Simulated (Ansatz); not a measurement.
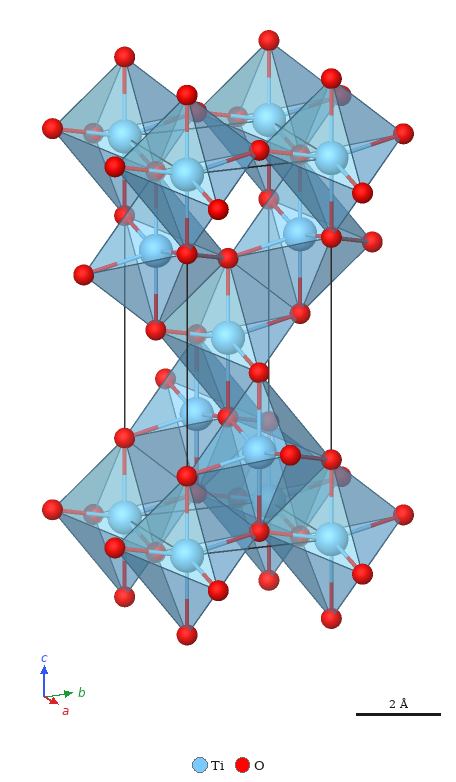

Fig. 1: The input geometry (polyhedral view of the cell 2 times as large as that of the calculation, set on its symmetry axes, seen slightly off an axis; polyhedra are completed across the faces of the cell).

## Geometry relaxation, with input and output: TiO₂ (part 1 of 3)

- system: TiO₂ (6 atoms in the cell)
- method: DFT, PBE, plane waves, PAW, no spin polarisation (Ansatz 0.2.0)

The structure derives from an entry of the Crystallography Open Database.

**Output**
```
Warning: basis.ecutwfc = 240 eV is below the records' recommended 420 eV, and the density's cutoff is lower with it unless basis.ecutrho_ratio is high enough to keep the records' density cutoff: compare with a run at a higher cutoff
Engine: ansatz 0.2.0, x86_64-unknown-linux-gnu
Pseudopotentials: kind: paw
Pseudopotential: Ti, paw, valence charge 12, recommended cutoff 420 eV (normal), Ti.paw.azcp
Pseudopotential: O, paw, valence charge 6, recommended cutoff 420 eV (normal), O.paw.azcp
Functional definition: PBE
  parameter kappa = 0.804
  parameter beta = 0.06672455060314922
  exchange = pbe_x(kappa = kappa, mu = beta*pi^2/3)
  correlation = pbe_c(beta = beta)
Crystal: 6 atoms, lattice volume = 68.125 Å³
Basis set: ecut = 240 eV, 577 PW (Γ), exchange–correlation on 60×60×60 points (8 copies of the dense FFT grid, shifted against one another)
Bands: 30, of which v1, the nominal top of the filled ones, is band 24 counted from 1 (23 counted from 0)
Symmetry: 16 space group operations
Space group: I41/amd (ITA 141), of the structure as read, at distance tolerance 4.1e-5 Å
k-points: 102 of 1000
Non-local potential: Ti, projectors of the file, l = 0: 3, l = 1: 2, l = 2: 3, l = 3: 1
Non-local potential: O, projectors of the file, l = 0: 2, l = 1: 2, l = 2: 1
PAW form: soft (Blöchl's): semilocal exchange-correlation on the pseudo side does not see the compensation charge
PAW one-centre angular grid: Ti, 590 points (default); XC on 64 Gauss nodes
PAW one-centre angular grid: O, 110 points (default); XC on 64 Gauss nodes
Initial density: superposition of atomic densities (neutral atoms: chi_scale 0, normalization atom), corrected by the library's trained network
Initial wavefunctions: pseudopotential atomic-orbital guess
Functional: x = pbe(κ = 0.804, μ = 0.2195149727645171), c = pbe(β = 0.06672455060314922)
SCF iter   1: F=—  HF=-7266.037790 eV  |F-HF|=—  |Δ(HF+E_count)|=         —  Δρ=7.03e-2  dr2=1.10e0  ethr=1.77e-3  ⟨swp⟩=5.1  Hψ=12351  notcnv=0
preconditioner: auto → none  [insulator: Δε(μ)=1.919 eV  Ē_g=9.767 eV  σ=0.020 eV  W_gap=1.00  n_scr=14 (ndim 8)  ℏωp=25.4 eV  f_vac=0.101  D(μ)=0.00/eV (n_scr^D=0)  ε∞_Penn≈7.8]
SCF iter   2: F=—  HF=-7265.764977 eV  |F-HF|=—  |Δ(HF+E_count)|=   2.73e-1  Δρ=3.37e-2  dr2=6.17e-1  ethr=1.77e-3  ⟨swp⟩=2.0  Hψ=5947  notcnv=0  defer=173
SCF iter   3: F=—  HF=-7265.717150 eV  |F-HF|=—  |Δ(HF+E_count)|=   4.78e-2  Δρ=2.57e-2  dr2=3.21e-1  ethr=1.28e-3  ⟨swp⟩=2.2  Hψ=4980  notcnv=0  defer=173
SCF iter   4: F=—  HF=-7265.672158 eV  |F-HF|=—  |Δ(HF+E_count)|=   4.50e-2  Δρ=8.63e-3  dr2=1.70e-2  ethr=6.68e-4  ⟨swp⟩=2.0  Hψ=4398  notcnv=0  defer=174
SCF iter   5: F=—  HF=-7265.674509 eV  |F-HF|=—  |Δ(HF+E_count)|=   2.35e-3  Δρ=1.95e-3  dr2=1.25e-3  ethr=3.54e-5  ⟨swp⟩=2.3  Hψ=4961  notcnv=0  defer=174
SCF iter   6: F=—  HF=-7265.674670 eV  |F-HF|=—  |Δ(HF+E_count)|=   1.61e-4  Δρ=1.70e-4  dr2=4.61e-6  ethr=2.61e-6  ⟨swp⟩=2.0  Hψ=3929  notcnv=0  defer=174
SCF iter   7: F=—  HF=-7265.674407 eV  |F-HF|=—  |Δ(HF+E_count)|=   2.62e-4  Δρ=5.40e-5  dr2=9.84e-7  ethr=9.60e-9  ⟨swp⟩=2.3  Hψ=5388  notcnv=0  defer=174
SCF iter   8: F=-7265.674407 eV  HF=-7265.674407 eV  |F-HF|=1.24e-8  |Δ(HF+E_count)|=   3.73e-8  Δρ=1.87e-5  dr2=8.42e-8  ethr=2.08e-10  ⟨swp⟩=10.8  Hψ=19999  notcnv=0
SCF 1 converged in 8 iterations: F = -7265.674407 eV  dr2 = 8.42e-8
  greatest PAW one-centre occupation: 1.033 electrons in one spin orbital (limit 2), on the Ti atom at site 1 (counted from 0), in its partial waves of l = 1
relax step   1: F+E_penalty+E_count = -7265.67440719 eV  Δ(F+E_penalty+E_count) = +0.000e0 eV  max|allowed force component| = 1.304e-1 eV/Å  Δτ_max = 0.0000 Å  P = -3.072 GPa  Ω = 68.125 Å³  (8 SCF iters, dr2 threshold 1.00e-7 eV, accepted)
Crystal: 6 atoms, lattice volume = 67.529 Å³
Basis set: ecut = 240 eV, 575 PW (Γ), exchange–correlation on 60×60×60 points (8 copies of the dense FFT grid, shifted against one another)
Initial density: handed on by an earlier stage of this run
Initial wavefunctions: those handed on with the density
iter 1 solved again at ethr=9.41e-6 eV; its pass at ethr=3.10e-3 eV (dr2=4.52e-3 eV) is discarded
SCF iter   1: F=—  HF=-7266.120446 eV  |F-HF|=—  |Δ(HF+E_count)|=         —  Δρ=3.09e-3  dr2=3.88e-3  ethr=9.41e-6  ⟨swp⟩=1.0  Hψ=14531  notcnv=0
preconditioner: auto → none  [insulator: Δε(μ)=2.137 eV  Ē_g=9.831 eV  σ=0.020 eV  W_gap=1.00  n_scr=14 (ndim 8)  ℏωp=25.6 eV  f_vac=0.097  D(μ)=0.00/eV (n_scr^D=0)  ε∞_Penn≈7.8]
SCF iter   2: F=—  HF=-7266.119404 eV  |F-HF|=—  |Δ(HF+E_count)|=   1.04e-3  Δρ=1.75e-3  dr2=2.00e-3  ethr=8.09e-6  ⟨swp⟩=2.0  Hψ=5304  notcnv=0
SCF iter   3: F=—  HF=-7266.119174 eV  |F-HF|=—  |Δ(HF+E_count)|=   2.30e-4  Δρ=1.06e-3  dr2=6.95e-4  ethr=4.16e-6  ⟨swp⟩=2.5  Hψ=5647  notcnv=0
SCF iter   4: F=—  HF=-7266.119078 eV  |F-HF|=—  |Δ(HF+E_count)|=   9.63e-5  Δρ=4.66e-4  dr2=1.19e-4  ethr=1.45e-6  ⟨swp⟩=2.0  Hψ=3508  notcnv=0
SCF iter   5: F=—  HF=-7266.118671 eV  |F-HF|=—  |Δ(HF+E_count)|=   4.07e-4  Δρ=9.98e-5  dr2=3.96e-6  ethr=2.48e-7  ⟨swp⟩=2.3  Hψ=4735  notcnv=0
SCF iter   6: F=-7266.118671 eV  HF=-7266.118671 eV  |F-HF|=2.55e-9  |Δ(HF+E_count)|=   3.47e-8  Δρ=1.88e-5  dr2=8.37e-8  ethr=1.25e-9  ⟨swp⟩=6.6  Hψ=19040  notcnv=0
SCF 2 converged in 6 iterations: F = -7266.118671 eV  dr2 = 8.37e-8
  greatest PAW one-centre occupation: 1.032 electrons in one spin orbital (limit 2), on the Ti atom at site 1 (counted from 0), in its partial waves of l = 1
relax step   2: F+E_penalty+E_count = -7266.11867069 eV  Δ(F+E_penalty+E_count) = -4.443e-1 eV  max|allowed force component| = 4.195e-2 eV/Å  Δτ_max = 0.0030 Å  P = +3.010 GPa  Ω = 67.529 Å³  energy of the carried Pulay correction = +4.432e-1 eV  (6 SCF iters, dr2 threshold 6.00e-7 eV, accepted)
[... from here on the SCF iterations and repeated set-up lines of each step are left out, up to the last step ...]
SCF 3 converged in 6 iterations: F = -7265.878785 eV  dr2 = 1.20e-8
relax step   3: F+E_penalty+E_count = -7265.87878470 eV  Δ(F+E_penalty+E_count) = +2.399e-1 eV  max|allowed force component| = 4.635e-2 eV/Å  Δτ_max = 0.0039 Å  P = -0.008 GPa  Ω = 67.855 Å³  energy of the carried Pulay correction = +2.002e-1 eV  (6 SCF iters, dr2 threshold 6.00e-7 eV, accepted)
SCF 4 converged in 5 iterations: F = -7265.870825 eV  dr2 = 6.70e-9
relax step   4: F+E_penalty+E_count = -7265.87082512 eV  Δ(F+E_penalty+E_count) = +7.960e-3 eV  max|allowed force component| = 3.238e-3 eV/Å  Δτ_max = 0.0013 Å  P = -0.009 GPa  Ω = 67.867 Å³  energy of the carried Pulay correction = +1.918e-1 eV  (5 SCF iters, dr2 threshold 6.00e-7 eV, accepted)
SCF 5 converged in 5 iterations: F = -7265.870892 eV  dr2 = 1.45e-9
relax step   5: F+E_penalty+E_count = -7265.87089197 eV  Δ(F+E_penalty+E_count) = -6.685e-5 eV  max|allowed force component| = 5.490e-4 eV/Å  Δτ_max = 0.0001 Å  P = -0.001 GPa  Ω = 67.867 Å³  energy of the carried Pulay correction = +1.919e-1 eV  (5 SCF iters, dr2 threshold 2.40e-8 eV, accepted)
SCF 6 converged in 8 iterations: F = -7265.701476 eV  dr2 = 2.24e-11
relax step   6: F+E_penalty+E_count = -7265.70147611 eV  Δ(F+E_penalty+E_count) = +1.694e-1 eV  max|allowed force component| = 2.759e-3 eV/Å  Δτ_max = 0.0000 Å  P = -1.704 GPa  Ω = 67.867 Å³  stress off target by 2.90e0 GPa  SCF on the basis re-selected at this cell (its energy is not comparable with the rows above)  (8 SCF iters)
SCF 7 converged in 5 iterations: F = -7265.843196 eV  dr2 = 5.81e-7
relax step   7: F+E_penalty+E_count = -7265.84319597 eV  Δ(F+E_penalty+E_count) = -1.417e-1 eV  max|allowed force component| = 7.443e-3 eV/Å  Δτ_max = 0.0035 Å  P = -0.626 GPa  Ω = 67.675 Å³  energy of the carried Pulay correction = +1.395e-1 eV  (5 SCF iters, dr2 threshold 6.00e-7 eV, accepted)
SCF 8 converged in 5 iterations: F = -7265.913418 eV  dr2 = 5.79e-8
relax step   8: F+E_penalty+E_count = -7265.91341850 eV  Δ(F+E_penalty+E_count) = -7.022e-2 eV  max|allowed force component| = 1.063e-3 eV/Å  Δτ_max = 0.0018 Å  P = -0.095 GPa  Ω = 67.579 Å³  energy of the carried Pulay correction = +2.094e-1 eV  (5 SCF iters, dr2 threshold 6.00e-7 eV, accepted)
SCF 9 converged in 4 iterations: F = -7265.922834 eV  dr2 = 1.95e-8
relax step   9: F+E_penalty+E_count = -7265.92283410 eV  Δ(F+E_penalty+E_count) = -9.416e-3 eV  max|allowed force component| = 5.490e-4 eV/Å  Δτ_max = 0.0000 Å  P = -0.015 GPa  Ω = 67.567 Å³  energy of the carried Pulay correction = +2.189e-1 eV  (4 SCF iters, dr2 threshold 5.10e-8 eV, accepted)
SCF 10 converged in 9 iterations: F = -7265.710480 eV  dr2 = 1.82e-12
relax step  10: F+E_penalty+E_count = -7265.71047972 eV  Δ(F+E_penalty+E_count) = +2.124e-1 eV  max|allowed force component| = 1.017e-2 eV/Å  Δτ_max = 0.0000 Å  P = -0.740 GPa  Ω = 67.567 Å³  stress off target by 1.88e0 GPa  SCF on the basis re-selected at this cell (its energy is not comparable with the rows above)  (9 SCF iters)
SCF 11 converged in 5 iterations: F = -7265.809820 eV  dr2 = 1.03e-7
relax step  11: F+E_penalty+E_count = -7265.80981992 eV  Δ(F+E_penalty+E_count) = -9.934e-2 eV  max|allowed force component| = 2.809e-4 eV/Å  Δτ_max = 0.0031 Å  P = -0.163 GPa  Ω = 67.431 Å³  energy of the carried Pulay correction = +9.829e-2 eV  (5 SCF iters, dr2 threshold 6.00e-7 eV, accepted)
SCF 12 converged in 5 iterations: F = -7265.832260 eV  dr2 = 1.71e-9
relax step  12: F+E_penalty+E_count = -7265.83225983 eV  Δ(F+E_penalty+E_count) = -2.244e-2 eV  max|allowed force component| = 2.832e-5 eV/Å  Δτ_max = 0.0003 Å  P = -0.018 GPa  Ω = 67.401 Å³  energy of the carried Pulay correction = +1.207e-1 eV  (5 SCF iters, dr2 threshold 7.82e-8 eV, accepted)
SCF 13 converged in 7 iterations: F = -7265.722211 eV  dr2 = 2.07e-11
relax step  13: F+E_penalty+E_count = -7265.72221136 eV  Δ(F+E_penalty+E_count) = +1.100e-1 eV  max|allowed force component| = 1.103e-2 eV/Å  Δτ_max = 0.0000 Å  P = -0.253 GPa  Ω = 67.401 Å³  stress off target by 1.31e0 GPa  SCF on the basis re-selected at this cell (its energy is not comparable with the rows above)  (7 SCF iters)
SCF 14 converged in 5 iterations: F = -7265.781487 eV  dr2 = 3.21e-8
relax step  14: F+E_penalty+E_count = -7265.78148744 eV  Δ(F+E_penalty+E_count) = -5.928e-2 eV  max|allowed force component| = 6.119e-3 eV/Å  Δτ_max = 0.0022 Å  P = +0.034 GPa  Ω = 67.319 Å³  energy of the carried Pulay correction = +5.869e-2 eV  (5 SCF iters, dr2 threshold 6.00e-7 eV, accepted)
SCF 15 converged in 5 iterations: F = -7265.779730 eV  dr2 = 8.77e-10
relax step  15: F+E_penalty+E_count = -7265.77973041 eV  Δ(F+E_penalty+E_count) = +1.757e-3 eV  max|allowed force component| = 2.699e-3 eV/Å  Δτ_max = 0.0001 Å  P = +0.014 GPa  Ω = 67.321 Å³  energy of the carried Pulay correction = +5.692e-2 eV  (5 SCF iters, dr2 threshold 3.61e-8 eV, accepted)
SCF 16 converged in 7 iterations: F = -7265.701356 eV  dr2 = 6.35e-12
relax step  16: F+E_penalty+E_count = -7265.70135640 eV  Δ(F+E_penalty+E_count) = +7.837e-2 eV  max|allowed force component| = 5.671e-4 eV/Å  Δτ_max = 0.0000 Å  P = +0.056 GPa  Ω = 67.321 Å³  stress off target by 6.75e-1 GPa  SCF on the basis re-selected at this cell (its energy is not comparable with the rows above)  (7 SCF iters)
SCF 17 converged in 4 iterations: F = -7265.713591 eV  dr2 = 2.38e-7
relax step  17: F+E_penalty+E_count = -7265.71359069 eV  Δ(F+E_penalty+E_count) = -1.223e-2 eV  max|allowed force component| = 2.424e-4 eV/Å  Δτ_max = 0.0019 Å  P = +0.046 GPa  Ω = 67.303 Å³  energy of the carried Pulay correction = +1.195e-2 eV  (4 SCF iters, dr2 threshold 6.00e-7 eV, accepted)
SCF 18 converged in 6 iterations: F = -7265.708802 eV  dr2 = 3.73e-11
relax step  18: F+E_penalty+E_count = -7265.70880177 eV  Δ(F+E_penalty+E_count) = +4.789e-3 eV  max|allowed force component| = 2.979e-3 eV/Å  Δτ_max = 0.0000 Å  P = +0.027 GPa  Ω = 67.303 Å³  stress off target by 6.56e-1 GPa  SCF on the basis re-selected at this cell (its energy is not comparable with the rows above)  (6 SCF iters)
SCF 19 converged in 4 iterations: F = -7265.715887 eV  dr2 = 2.85e-7
relax step  19: F+E_penalty+E_count = -7265.71588729 eV  Δ(F+E_penalty+E_count) = -7.086e-3 eV  max|allowed force component| = 3.186e-4 eV/Å  Δτ_max = 0.0016 Å  P = -0.001 GPa  Ω = 67.292 Å³  energy of the carried Pulay correction = +6.848e-3 eV  (4 SCF iters, dr2 threshold 6.00e-7 eV, accepted)
SCF 20 converged in 7 iterations: F = -7265.707450 eV  dr2 = 3.75e-12
relax step  20: F+E_penalty+E_count = -7265.70744980 eV  Δ(F+E_penalty+E_count) = +8.437e-3 eV  max|allowed force component| = 5.113e-3 eV/Å  Δτ_max = 0.0000 Å  P = +0.022 GPa  Ω = 67.292 Å³  stress off target by 5.31e-1 GPa  SCF on the basis re-selected at this cell (its energy is not comparable with the rows above)  (7 SCF iters)
SCF 21 converged in 4 iterations: F = -7265.711146 eV  dr2 = 1.86e-7
relax step  21: F+E_penalty+E_count = -7265.71114569 eV  Δ(F+E_penalty+E_count) = -3.696e-3 eV  max|allowed force component| = 4.137e-4 eV/Å  Δτ_max = 0.0010 Å  P = +0.007 GPa  Ω = 67.286 Å³  energy of the carried Pulay correction = +3.553e-3 eV  (4 SCF iters, dr2 threshold 6.00e-7 eV, accepted)
SCF 22 converged in 6 iterations: F = -7265.705783 eV  dr2 = 3.85e-11
relax step  22: F+E_penalty+E_count = -7265.70578348 eV  Δ(F+E_penalty+E_count) = +5.362e-3 eV  max|allowed force component| = 3.987e-3 eV/Å  Δτ_max = 0.0000 Å  P = +0.005 GPa  Ω = 67.286 Å³  stress off target by 3.74e-1 GPa  SCF on the basis re-selected at this cell (its energy is not comparable with the rows above)  (6 SCF iters)
SCF 23 converged in 4 iterations: F = -7265.714980 eV  dr2 = 9.11e-8
relax step  23: F+E_penalty+E_count = -7265.71497959 eV  Δ(F+E_penalty+E_count) = -9.196e-3 eV  max|allowed force component| = 3.532e-6 eV/Å  Δτ_max = 0.0013 Å  P = +0.003 GPa  Ω = 67.272 Å³  energy of the carried Pulay correction = +9.098e-3 eV  (4 SCF iters, dr2 threshold 3.49e-7 eV, accepted)
SCF 24 converged in 6 iterations: F = -7265.706127 eV  dr2 = 3.11e-11
relax step  24: F+E_penalty+E_count = -7265.70612734 eV  Δ(F+E_penalty+E_count) = +8.852e-3 eV  max|allowed force component| = 5.017e-4 eV/Å  Δτ_max = 0.0000 Å  P = -0.009 GPa  Ω = 67.272 Å³  stress off target by 3.29e-1 GPa  SCF on the basis re-selected at this cell (its energy is not comparable with the rows above)  (6 SCF iters)
SCF 25 converged in 4 iterations: F = -7265.713125 eV  dr2 = 6.32e-8
relax step  25: F+E_penalty+E_count = -7265.71312510 eV  Δ(F+E_penalty+E_count) = -6.998e-3 eV  max|allowed force component| = 3.314e-4 eV/Å  Δτ_max = 0.0008 Å  P = -0.003 GPa  Ω = 67.262 Å³  energy of the carried Pulay correction = +6.942e-3 eV  (4 SCF iters, dr2 threshold 2.70e-7 eV, accepted)
SCF 26 converged in 6 iterations: F = -7265.702662 eV  dr2 = 2.04e-11
relax step  26: F+E_penalty+E_count = -7265.70266224 eV  Δ(F+E_penalty+E_count) = +1.046e-2 eV  max|allowed force component| = 3.262e-3 eV/Å  Δτ_max = 0.0000 Å  P = -0.006 GPa  Ω = 67.262 Å³  stress off target by 2.41e-1 GPa  SCF on the basis re-selected at this cell (its energy is not comparable with the rows above)  (6 SCF iters)
SCF 27 converged in 4 iterations: F = -7265.709829 eV  dr2 = 5.69e-8
relax step  27: F+E_penalty+E_count = -7265.70982918 eV  Δ(F+E_penalty+E_count) = -7.167e-3 eV  max|allowed force component| = 2.024e-3 eV/Å  Δτ_max = 0.0008 Å  P = -0.000 GPa  Ω = 67.252 Å³  energy of the carried Pulay correction = +7.126e-3 eV  (4 SCF iters, dr2 threshold 1.46e-7 eV, accepted)
SCF 28 converged in 7 iterations: F = -7265.702953 eV  dr2 = 2.97e-12
relax step  28: F+E_penalty+E_count = -7265.70295295 eV  Δ(F+E_penalty+E_count) = +6.876e-3 eV  max|allowed force component| = 1.287e-3 eV/Å  Δτ_max = 0.0000 Å  P = +0.001 GPa  Ω = 67.252 Å³  stress off target by 2.27e-1 GPa  SCF on the basis re-selected at this cell (its energy is not comparable with the rows above)  (7 SCF iters)
SCF 29 converged in 4 iterations: F = -7265.708090 eV  dr2 = 5.45e-8
relax step  29: F+E_penalty+E_count = -7265.70808997 eV  Δ(F+E_penalty+E_count) = -5.137e-3 eV  max|allowed force component| = 1.838e-5 eV/Å  Δτ_max = 0.0007 Å  P = -0.002 GPa  Ω = 67.244 Å³  energy of the carried Pulay correction = +5.105e-3 eV  (4 SCF iters, dr2 threshold 1.28e-7 eV, accepted)
SCF 30 converged in 6 iterations: F = -7265.686597 eV  dr2 = 4.16e-11
relax step  30: F+E_penalty+E_count = -7265.68659721 eV  Δ(F+E_penalty+E_count) = +2.149e-2 eV  max|allowed force component| = 2.320e-4 eV/Å  Δτ_max = 0.0000 Å  P = +0.037 GPa  Ω = 67.244 Å³  stress off target by 1.74e-1 GPa  SCF on the basis re-selected at this cell (its energy is not comparable with the rows above)  (6 SCF iters)
SCF 31 converged in 5 iterations: F = -7265.684190 eV  dr2 = 6.10e-9
relax step  31: F+E_penalty+E_count = -7265.68419012 eV  Δ(F+E_penalty+E_count) = +2.407e-3 eV  max|allowed force component| = 2.789e-4 eV/Å  Δτ_max = 0.0005 Å  P = -0.016 GPa  Ω = 67.247 Å³  energy of the carried Pulay correction = -2.431e-3 eV  (5 SCF iters, dr2 threshold 7.56e-8 eV, accepted)
SCF 32 converged in 6 iterations: F = -7265.691014 eV  dr2 = 4.95e-11
relax step  32: F+E_penalty+E_count = -7265.69101382 eV  Δ(F+E_penalty+E_count) = -6.824e-3 eV  max|allowed force component| = 5.932e-4 eV/Å  Δτ_max = 0.0000 Å  P = -0.002 GPa  Ω = 67.247 Å³  stress off target by 1.38e-1 GPa  SCF on the basis re-selected at this cell (its energy is not comparable with the rows above)  (6 SCF iters)
SCF 33 converged in 5 iterations: F = -7265.693875 eV  dr2 = 7.25e-9
relax step  33: F+E_penalty+E_count = -7265.69387514 eV  Δ(F+E_penalty+E_count) = -2.861e-3 eV  max|allowed force component| = 5.347e-4 eV/Å  Δτ_max = 0.0004 Å  P = +0.008 GPa  Ω = 67.243 Å³  energy of the carried Pulay correction = +2.850e-3 eV  (5 SCF iters, dr2 threshold 4.75e-8 eV, accepted)
SCF 34 converged in 6 iterations: F = -7265.686628 eV  dr2 = 5.68e-11
relax step  34: F+E_penalty+E_count = -7265.68662760 eV  Δ(F+E_penalty+E_count) = +7.248e-3 eV  max|allowed force component| = 4.604e-4 eV/Å  Δτ_max = 0.0000 Å  P = +0.007 GPa  Ω = 67.243 Å³  stress off target by 9.83e-2 GPa  SCF on the basis re-selected at this cell (its energy is not comparable with the rows above)  (6 SCF iters)
SCF 35 converged in 4 iterations: F = -7265.686753 eV  dr2 = 1.82e-8
relax step  35: F+E_penalty+E_count = -7265.68675325 eV  Δ(F+E_penalty+E_count) = -1.257e-4 eV  max|allowed force component| = 4.579e-3 eV/Å  Δτ_max = 0.0000 Å  P = +0.017 GPa  Ω = 67.242 Å³  energy of the carried Pulay correction = +1.224e-4 eV  (4 SCF iters, dr2 threshold 2.42e-8 eV, accepted)
SCF 36 converged in 5 iterations: F = -7265.687097 eV  dr2 = 8.33e-9
relax step  36: F+E_penalty+E_count = -7265.68709699 eV  Δ(F+E_penalty+E_count) = -3.437e-4 eV  max|allowed force component| = 2.169e-5 eV/Å  Δτ_max = 0.0002 Å  P = +0.002 GPa  Ω = 67.242 Å³  energy of the carried Pulay correction = +4.638e-4 eV  (5 SCF iters, dr2 threshold 1.03e-8 eV, accepted)
SCF 37 converged in 8 iterations: F = -7265.685919 eV  dr2 = 2.22e-11
relax step  37: F+E_penalty+E_count = -7265.68591878 eV  Δ(F+E_penalty+E_count) = +1.178e-3 eV  max|allowed force component| = 4.631e-5 eV/Å  Δτ_max = 0.0000 Å  P = +0.007 GPa  Ω = 67.242 Å³  stress off target by 7.53e-2 GPa  SCF on the basis re-selected at this cell (its energy is not comparable with the rows above)  (8 SCF iters)
SCF 38 converged in 5 iterations: F = -7265.686050 eV  dr2 = 1.75e-9
relax step  38: F+E_penalty+E_count = -7265.68605005 eV  Δ(F+E_penalty+E_count) = -1.313e-4 eV  max|allowed force component| = 8.645e-6 eV/Å  Δτ_max = 0.0002 Å  P = -0.001 GPa  Ω = 67.242 Å³  energy of the carried Pulay correction = +1.276e-4 eV  (5 SCF iters, dr2 threshold 1.42e-8 eV, accepted)
SCF 39 converged in 6 iterations: F = -7265.693004 eV  dr2 = 1.99e-11
relax step  39: F+E_penalty+E_count = -7265.69300353 eV  Δ(F+E_penalty+E_count) = -6.953e-3 eV  max|allowed force component| = 2.278e-4 eV/Å  Δτ_max = 0.0000 Å  P = -0.024 GPa  Ω = 67.242 Å³  stress off target by 9.26e-2 GPa  SCF on the basis re-selected at this cell (its energy is not comparable with the rows above)  (6 SCF iters)
SCF 40 converged in 5 iterations: F = -7265.695970 eV  dr2 = 2.41e-9
relax step  40: F+E_penalty+E_count = -7265.69597046 eV  Δ(F+E_penalty+E_count) = -2.967e-3 eV  max|allowed force component| = 1.296e-5 eV/Å  Δτ_max = 0.0002 Å  P = -0.014 GPa  Ω = 67.237 Å³  energy of the carried Pulay correction = +2.964e-3 eV  (5 SCF iters, dr2 threshold 2.14e-8 eV, accepted)
SCF 41 converged in 9 iterations: F = -7265.693807 eV  dr2 = 1.52e-11
```
